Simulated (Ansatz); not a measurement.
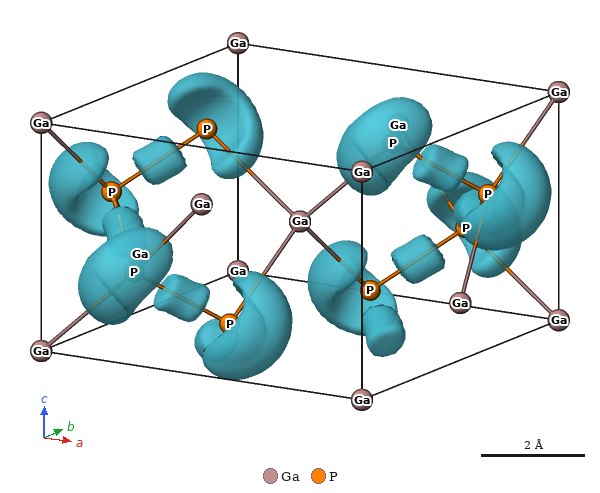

Figure. GaP₂. Isosurface of the ELF at 0.8 (cyan), seen at an oblique angle. Core shells and regions of very low density are left out. Sticks mark near contacts.

Space group I4₁22; a generated structure, not necessarily the stable one.

Theory: DFT PBE, scalar-relativistic, plane waves, PAW in Ansatz 0.2.0.

Identify the bonds, lone pairs and shells in this picture.

At this value the surface marks out eight regions between bonded P–P atoms and eight regions wrapped around P (the valence shell of each), counted in one cell of 12 atoms. Any copies at cell faces, edges or corners count once. Profiles from the grid: P–P (2.24 Å): the ELF peaks at about 0.90 between the atoms. Ga–P (2.58 Å): the ELF peaks at about 0.90 in the valence shell of P, 0.8 Å from its nucleus, and is about 0.65 at the midpoint.

Does the calculation make it a metal, or give it a gap?

It is gapless in this calculation (a metal or semimetal).
